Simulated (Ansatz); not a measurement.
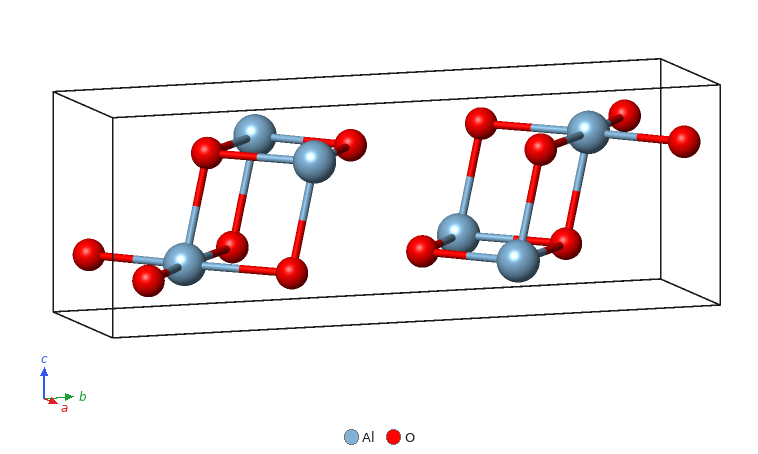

The figure gives a ball-and-stick picture of the atoms, viewed slightly off an axis. Atoms at the boundary of the conventional unit cell (the box) are drawn once for each face, edge or corner they touch. Cell: a = 2.93 Å, b = 10.51 Å, c = 3.64 Å, α = 90.00°, β = 90.00°, γ = 90.00°.

Source of the structure: a structure listed in the Materials Project. The cell was then strained or its atoms displaced on purpose. A calculation with Ansatz used it as input.

**What does the picture show?**

Chemical formula AlO₂. The atoms follow space group Cmcm (No. 63); the Bravais lattice is base-centred orthorhombic. There are 12 atoms in the cell: 4 Al, 8 O. Al is coordinated by six O at about 1.9 to 2.0 Å. O takes two kinds of site: 4c with four Al at about 1.9 to 2.0 Å; 4c with two Al in a bent arrangement at about 1.9 Å. The bonds build AlO2 layers parallel to (010).

Method used: DFT PBE+D3(BJ), scalar-relativistic, plane waves, PAW (Ansatz). It ran with a cutoff energy of 420 eV, k-points about 0.14 Å⁻¹ apart, Gaussian smearing of 0.15 eV, collinear spins.

**Which atoms carry magnetic moments in this run, and how do they order?**

The state reached is ferromagnetic. Sizes: O 0.7 μB; net moment 1.8 μB in the run's cell of 6 atoms.

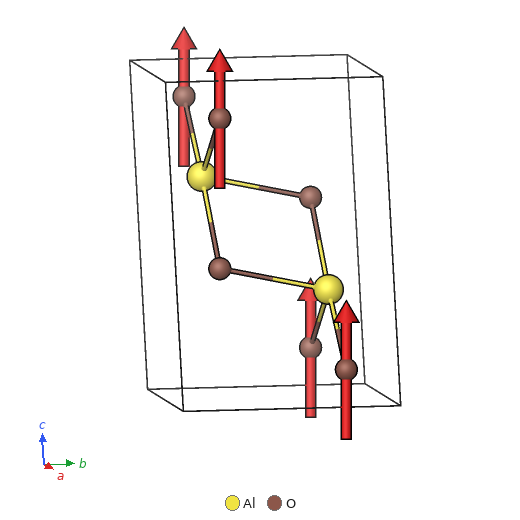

Site moments above 0.25 μB as arrows, small induced ones on non-metal atoms left out (red along the largest or up, blue against, purple across). The run's cell of 6 atoms is drawn in a reduced setting, so axes and origin can differ from the first picture.

**Does it come out as a metal, or with a gap?**

A metal: bands cross the Fermi level.

**Do the forces and the stress vanish for this geometry?**

No. The largest force is 0.29 eV/Å, on O. The pressure is 3.7 GPa, so the cell would expand. The stress isn't hydrostatic: its largest component is 5.1 GPa.

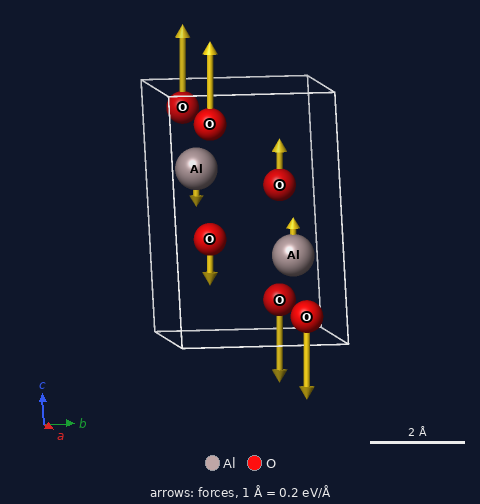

The forces as arrows. The run's cell of 6 atoms is drawn in a reduced setting, so axes and origin can differ from the first picture.
